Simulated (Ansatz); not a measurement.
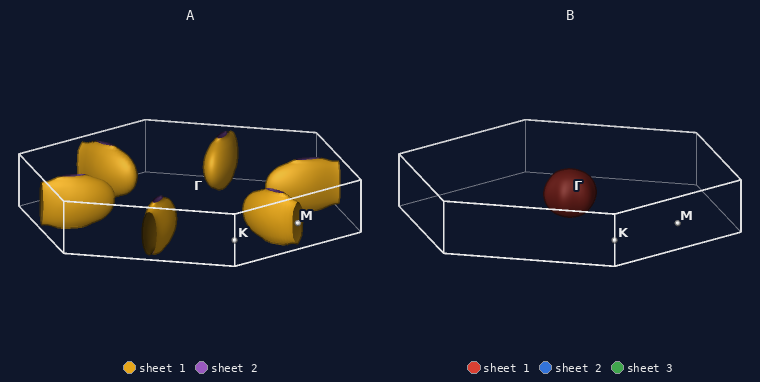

Constant-energy surfaces of C (P6_3/mmc) near its two band edges (0.30 eV into the valence band, 0.30 eV into the conduction band), in unknown order.

The calculation used Ansatz 0.2.0, DFT PBE, scalar-relativistic, plane waves, PAW; levels and slopes on a dense k mesh at the converged density. No spin polarisation. k mesh for the levels: 42×42×8. Unrelaxed database geometry (largest force 0.3 eV/Å).

Masses come from a second pass at points close to the extrema; at the energies drawn a band may no longer be parabolic.

Which panel shows the holes and which the electrons?

Answer. B shows the valence band (holes), A the conduction band (electrons).

Describe the extrema and the gap.

Answer. Valence band (extrema up to 0.30 eV from the edge): one maximum at Γ, two bands meeting there, with masses of 0.28 and 0.81 mₑ along x, 0.28 and 0.81 mₑ along y and 0.68 mₑ along z. Band 24 forms the valence edge; band 23 meets it there and band 22 begins 0.15 eV lower (at Γ).
Conduction band (extrema up to 0.30 eV from the edge): six equivalent minima on the Γ–M line, principal masses 0.23, 0.73 and 1.47 mₑ. Band 25 forms the conduction edge; band 26 begins 0.27 eV higher (on the A–L line). The surfaces also take in M, where this band lies 0.17 eV above its edge, so they needn't be separate pockets.
The gap is indirect, 4.36 eV at this level of theory (semilocal functionals give gaps that are too small, and can reorder valleys that lie close).

Where one band's surface lies inside another's, the outer one hides all or part of it.

Spin-orbit coupling, left out here, can split bands that meet at an edge and change their masses.
